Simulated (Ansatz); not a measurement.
## Geometry relaxation, with input and output: B4N3 (part 3 of 3)

Continued. System: B4N3 (slab, 7 atoms in the cell). Method: DFT PBE+D3(BJ), scalar-relativistic, plane waves, PAW, spin-polarised (Ansatz 0.2.0); cutoff 420 eV, 12×12×1 k-mesh, Gaussian smearing of 0.05 eV, collinear spins. The structure derives from an entry of the Crystallography Open Database. The input holds or restrains some coordinates. It belongs to a series of runs on one base structure; here: B put at a hollow N-B site.

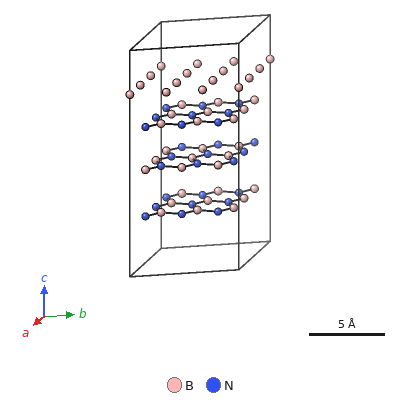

**Figure 1.** The geometry at step 8 of the log (ball-and-stick view of the 3 × 3 repeat of the cell, with the vacuum cut short, seen slightly off an axis).

## File populations.tsv
```
# site	symbol	l	j	q_up	q_dn
# orbitals = lowdin
# n_electrons = 27.000000
# spilling = 0.007288
0	B	0_2S	-	0.312601	0.312601
0	B	1_2P	-	0.982298	0.982298
1	N	0_2S	-	0.577601	0.577601
1	N	1_2P	-	2.094775	2.094776
2	B	0_2S	-	0.313137	0.313137
2	B	1_2P	-	0.988873	0.988874
3	N	0_2S	-	0.575886	0.575890
3	N	1_2P	-	2.093347	2.093362
4	B	0_2S	-	0.312558	0.312542
4	B	1_2P	-	0.989964	0.989956
5	N	0_2S	-	0.576869	0.576982
5	N	1_2P	-	2.089501	2.089998
6	B	0_2S	-	0.686237	0.687688
6	B	1_2P	-	0.795011	0.818867
```

## Trajectory as extended XYZ (Å, eV, eV/Å), 13 of the 15 frames kept, from step=1 to step=15
```
7
Lattice="2.5064 0.0000 0.0000 -1.2532 2.1706 0.0000 0.0000 0.0000 25.6168" Properties=species:S:1:pos:R:3:forces:R:3 step=1 energy=-1773.30100
B     0.0000    1.4471    8.5000    0.0000   0.0000   0.0215
N     1.2532    0.7235    8.5000    0.0000   0.0000  -0.0291
B     1.2532    0.7235   11.8084    0.0000   0.0000   0.0154
N     0.0000    1.4471   11.8084    0.0000   0.0000  -0.0105
B     0.0000    1.4471   15.1168    0.0000   0.0000  -0.0422
N     1.2532    0.7235   15.1168    0.0000   0.0000  -7.5560
B     0.0000    0.0000   15.9768    0.0000   0.0000   7.6012
7
Lattice="2.5064 0.0000 0.0000 -1.2532 2.1706 0.0000 0.0000 0.0000 25.6168" Properties=species:S:1:pos:R:3:forces:R:3 step=2 energy=-1774.52380
B     0.0000    1.4471    8.5000    0.0000   0.0000   0.0238
N     1.2532    0.7235    8.5000    0.0000   0.0000  -0.0246
B     1.2532    0.7235   11.8334    0.0000   0.0000  -0.0152
N     0.0000    1.4471   11.8321    0.0000   0.0000  -0.0054
B     0.0000    1.4471   15.1255    0.0000   0.0000  -0.1123
N     1.2532    0.7235   15.0527    0.0000   0.0000  -8.4167
B     0.0000    0.0000   16.0631    0.0000   0.0000   8.5497
7
Lattice="2.5064 0.0000 0.0000 -1.2532 2.1706 0.0000 0.0000 0.0000 25.6168" Properties=species:S:1:pos:R:3:forces:R:3 step=3 energy=-1777.48624
B     0.0000    1.4471    8.5000    0.0000   0.0000   0.0229
N     1.2532    0.7235    8.5000    0.0000   0.0000  -0.0253
B     1.2532    0.7235   11.8230    0.0000   0.0000  -0.0254
N     0.0000    1.4471   11.8210    0.0000   0.0000  -0.0228
B     0.0000    1.4471   15.1176    0.0000   0.0000  -0.9313
N     1.2532    0.7235   14.8577    0.0000   0.0000  -5.3105
B     0.0000    0.0000   16.2533    0.0000   0.0000   6.2924
7
Lattice="2.5064 0.0000 0.0000 -1.2532 2.1706 0.0000 0.0000 0.0000 25.6168" Properties=species:S:1:pos:R:3:forces:R:3 step=5 energy=-1779.42094
B     0.0000    1.4471    8.5000    0.0000   0.0000   0.0243
N     1.2532    0.7235    8.5000    0.0000   0.0000  -0.0281
B     1.2532    0.7235   11.8111    0.0000   0.0000  -0.0311
N     0.0000    1.4471   11.8052    0.0000   0.0000  -0.0783
B     0.0000    1.4471   14.9912    0.0000   0.0000  -2.7035
N     1.2532    0.7235   14.6228    0.0000   0.0000   1.8450
B     0.0000    0.0000   16.6426    0.0000   0.0000   0.9719
7
Lattice="2.5064 0.0000 0.0000 -1.2532 2.1706 0.0000 0.0000 0.0000 25.6168" Properties=species:S:1:pos:R:3:forces:R:3 step=6 energy=-1779.92308
B     0.0000    1.4471    8.5000    0.0000   0.0000   0.0179
N     1.2532    0.7235    8.5000    0.0000   0.0000  -0.0353
B     1.2532    0.7235   11.7800    0.0000   0.0000  -0.1566
N     0.0000    1.4471   11.7694    0.0000   0.0000   0.0722
B     0.0000    1.4471   14.8947    0.0000   0.0000  -0.8519
N     1.2532    0.7235   14.7609    0.0000   0.0000  -0.3634
B     0.0000    0.0000   16.8426    0.0000   0.0000   1.3171
7
Lattice="2.5064 0.0000 0.0000 -1.2532 2.1706 0.0000 0.0000 0.0000 25.6168" Properties=species:S:1:pos:R:3:forces:R:3 step=7 energy=-1780.20611
B     0.0000    1.4471    8.5000    0.0000   0.0000   0.0165
N     1.2532    0.7235    8.5000    0.0000   0.0000  -0.0385
B     1.2532    0.7235   11.7667    0.0000   0.0000  -0.1589
N     0.0000    1.4471   11.7577    0.0000   0.0000   0.0103
B     0.0000    1.4471   14.7520    0.0000   0.0000   0.1565
N     1.2532    0.7235   14.7514    0.0000   0.0000  -1.0872
B     0.0000    0.0000   17.0376    0.0000   0.0000   1.1016
7
Lattice="2.5064 0.0000 0.0000 -1.2532 2.1706 0.0000 0.0000 0.0000 25.6168" Properties=species:S:1:pos:R:3:forces:R:3 step=8 energy=-1780.37511
B     0.0000    1.4471    8.5000    0.0000   0.0000   0.0131
N     1.2532    0.7235    8.5000    0.0000   0.0000  -0.0468
B     1.2532    0.7235   11.7341    0.0000   0.0000  -0.1251
N     0.0000    1.4471   11.7280    0.0000   0.0000  -0.0463
B     0.0000    1.4471   14.6699    0.0000   0.0000   0.5855
N     1.2532    0.7235   14.7014    0.0000   0.0000  -0.8829
B     0.0000    0.0000   17.2327    0.0000   0.0000   0.5023
7
Lattice="2.5064 0.0000 0.0000 -1.2532 2.1706 0.0000 0.0000 0.0000 25.6168" Properties=species:S:1:pos:R:3:forces:R:3 step=9 energy=-1780.46836
B     0.0000    1.4471    8.5000    0.0000   0.0000  -0.0005
N     1.2532    0.7235    8.5000    0.0000   0.0000  -0.0748
B     1.2532    0.7235   11.6484    0.0000   0.0000  -0.0475
N     0.0000    1.4471   11.6461    0.0000   0.0000  -0.0111
B     0.0000    1.4471   14.7093    0.0000   0.0000  -0.2166
N     1.2532    0.7235   14.6821    0.0000   0.0000   0.0798
B     0.0000    0.0000   17.4270    0.0000   0.0000   0.2708
7
Lattice="2.5064 0.0000 0.0000 -1.2532 2.1706 0.0000 0.0000 0.0000 25.6168" Properties=species:S:1:pos:R:3:forces:R:3 step=10 energy=-1780.50843
B     0.0000    1.4471    8.5000    0.0000   0.0000  -0.0097
N     1.2532    0.7235    8.5000    0.0000   0.0000  -0.0939
B     1.2532    0.7235   11.6012    0.0000   0.0000  -0.0014
N     0.0000    1.4471   11.6006    0.0000   0.0000   0.0038
B     0.0000    1.4471   14.6919    0.0000   0.0000   0.1617
N     1.2532    0.7235   14.6955    0.0000   0.0000  -0.1895
B     0.0000    0.0000   17.6215    0.0000   0.0000   0.1290
7
Lattice="2.5064 0.0000 0.0000 -1.2532 2.1706 0.0000 0.0000 0.0000 25.6168" Properties=species:S:1:pos:R:3:forces:R:3 step=11 energy=-1780.52835
B     0.0000    1.4471    8.5000    0.0000   0.0000  -0.0043
N     1.2532    0.7235    8.5000    0.0000   0.0000  -0.0823
B     1.2532    0.7235   11.6287    0.0000   0.0000   0.0047
N     0.0000    1.4471   11.6286    0.0000   0.0000   0.0035
B     0.0000    1.4471   14.7640    0.0000   0.0000   0.0277
N     1.2532    0.7235   14.7598    0.0000   0.0000  -0.0276
B     0.0000    0.0000   17.8215    0.0000   0.0000   0.0781
7
Lattice="2.5064 0.0000 0.0000 -1.2532 2.1706 0.0000 0.0000 0.0000 25.6168" Properties=species:S:1:pos:R:3:forces:R:3 step=13 energy=-1780.54553
B     0.0000    1.4471    8.5000    0.0000   0.0000   0.0072
N     1.2532    0.7235    8.5000    0.0000   0.0000  -0.0577
B     1.2532    0.7235   11.6974    0.0000   0.0000   0.0169
N     0.0000    1.4471   11.6978    0.0000   0.0000   0.0096
B     0.0000    1.4471   14.9476    0.0000   0.0000   0.0015
N     1.2532    0.7235   14.9429    0.0000   0.0000   0.0251
B     0.0000    0.0000   18.2077    0.0000   0.0000  -0.0027
7
Lattice="2.5064 0.0000 0.0000 -1.2532 2.1706 0.0000 0.0000 0.0000 25.6168" Properties=species:S:1:pos:R:3:forces:R:3 step=14 energy=-1780.54863
B     0.0000    1.4471    8.5000    0.0000   0.0000   0.0175
N     1.2532    0.7235    8.5000    0.0000   0.0000  -0.0362
B     1.2532    0.7235   11.7747    0.0000   0.0000   0.0120
N     0.0000    1.4471   11.7751    0.0000   0.0000  -0.0016
B     0.0000    1.4471   15.0684    0.0000   0.0000   0.0153
N     1.2532    0.7235   15.0652    0.0000   0.0000   0.0040
B     0.0000    0.0000   18.3620    0.0000   0.0000  -0.0110
7
Lattice="2.5064 0.0000 0.0000 -1.2532 2.1706 0.0000 0.0000 0.0000 25.6168" Properties=species:S:1:pos:R:3:forces:R:3 step=15 energy=-1780.54934
B     0.0000    1.4471    8.5000    0.0000   0.0000   0.0214
N     1.2532    0.7235    8.5000    0.0000   0.0000  -0.0277
B     1.2532    0.7235   11.8127    0.0000   0.0000   0.0072
N     0.0000    1.4471   11.8129    0.0000   0.0000  -0.0001
B     0.0000    1.4471   15.1367    0.0000   0.0000   0.0011
N     1.2532    0.7235   15.1326    0.0000   0.0000   0.0054
B     0.0000    0.0000   18.4152    0.0000   0.0000  -0.0073
```

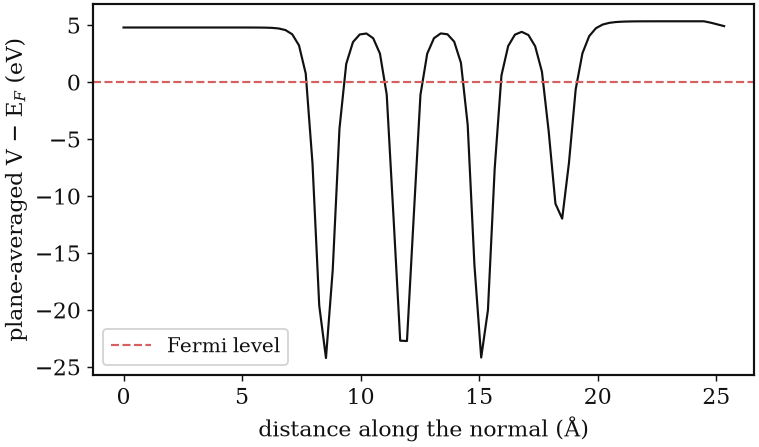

**Figure 2.** Plane average of the electrostatic potential energy of an electron across the cell, from the Fermi level. The vacuum level lies 5.36 eV above the Fermi level on the upper side and 4.81 eV on the lower.

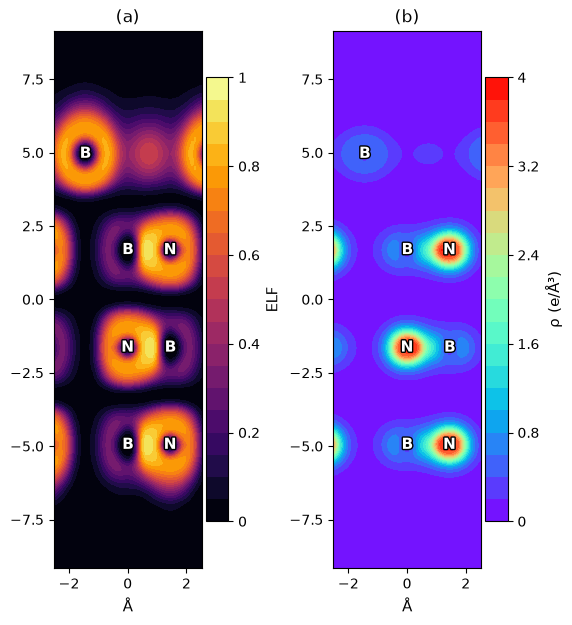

**Figure 3.** (a) electron localisation function; (b) valence pseudo-density on the (110) plane of the calculation cell, a cut from vacuum to vacuum. The section cuts through B and N sites. The density dies away to nearly zero in the vacuum. Core electrons are frozen (PAW), so the fields are smoothed inside the atomic spheres.

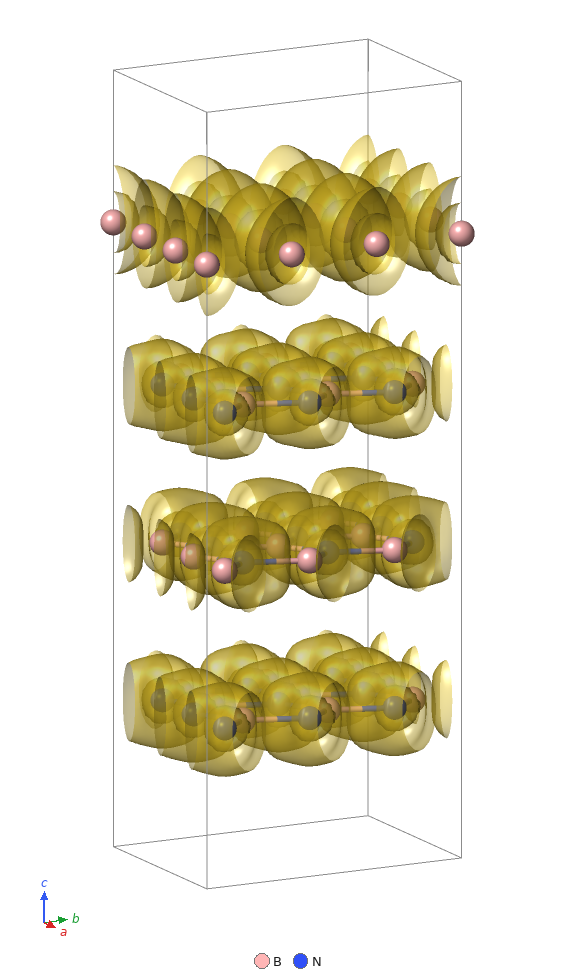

**Figure 4.** Isosurface of the electron localisation function at 0.7 (yellow), seen slightly off an axis. Core shells and regions of very low density are left out. Sticks mark near contacts. Counts are for one cell; the picture repeats the cell along the surface.  Values along the shortest contacts:

The run was set up as follows.

## Input
```yaml
crystal:
  lattice:
    - [2.506438148, 0.0, 0.0]
    - [-1.253219074, 2.1706391092, 0.0]
    - [0.0, 0.0, 25.616846055]
  atoms:
    - { symbol: B, position: [0.3333333333, 0.6666666667, 0.3318129008] }
    - { symbol: "N", position: [0.6666666667, 0.3333333333, 0.3318129008] }
    - { symbol: B, position: [0.6666666667, 0.3333333333, 0.4609631881] }
    - { symbol: "N", position: [0.3333333333, 0.6666666667, 0.4609631881] }
    - { symbol: B, position: [0.3333333333, 0.6666666667, 0.5901134754] }
    - { symbol: "N", position: [0.6666666667, 0.3333333333, 0.5901134754] }
    - { symbol: B, position: [0.0, 0.0, 0.6236851336], spin: 1.0 }
basis:
  ecutwfc: 420
kpoints:
  mp_grid: { grid: [12, 12, 1] }
hamiltonian:
  xc: pbe
  dispersion: d3bj
scf:
  occupations: { method: gaussian, width: 0.05 }
output:
  forces: true
  eigenvalues: true
  populations: true
  write_density: true
  write_potential: true
  elf: true
  volumetric_format: npy
magnetization:
  spin_polarized: true
relax:
  adjacent_minimum: "off"
  f_tol: 0.03
  max_steps: 70
  constraints: [{ sites: [0, 1] }]
efield:
  axis: 3
  dipole_correction: true
  ramp_width: 0.04
```

Run as:
```bash
ansatz run input.yaml --threads 1 --pin off --max-ram 2560MiB --backend cpu --events-out ev --progress --plain --runs-dir out
```

## Summary

```json
{"quantity": "outcome", "value": "converged under the restraints of the input"}
{"quantity": "electrons treated", "value": "27"}
{"quantity": "free energy", "value": "−1780.5493 eV"}
{"quantity": "work function, top face", "value": "5.36 eV"}
{"quantity": "work function, bottom face", "value": "4.81 eV"}
{"quantity": "Fermi energy", "value": "0.028 eV"}
{"quantity": "gap on the k-point mesh", "value": "none (metallic)"}
{"quantity": "net moment of the cell", "value": "−0.03 μB"}
{"quantity": "integrated absolute moment", "value": "0.03 μB"}
{"quantity": "final volume", "value": "139.37 Å³"}
{"quantity": "work function (upper face)", "value": "5.36 eV"}
{"quantity": "largest force (length of the vector) at the end, held atoms and coordinates included", "value": "0.028 eV/Å"}
{"quantity": "hardware", "value": "1 thread of AMD EPYC (Zen 5), 176 GiB of memory available, shared host"}
{"quantity": "wall time", "value": "2.3 min"}
{"quantity": "peak memory", "value": "0.44 GiB"}
```

## Notes

Notes on the run: some starting moments were not kept; the exchange-correlation potential is rough where the density is thin.
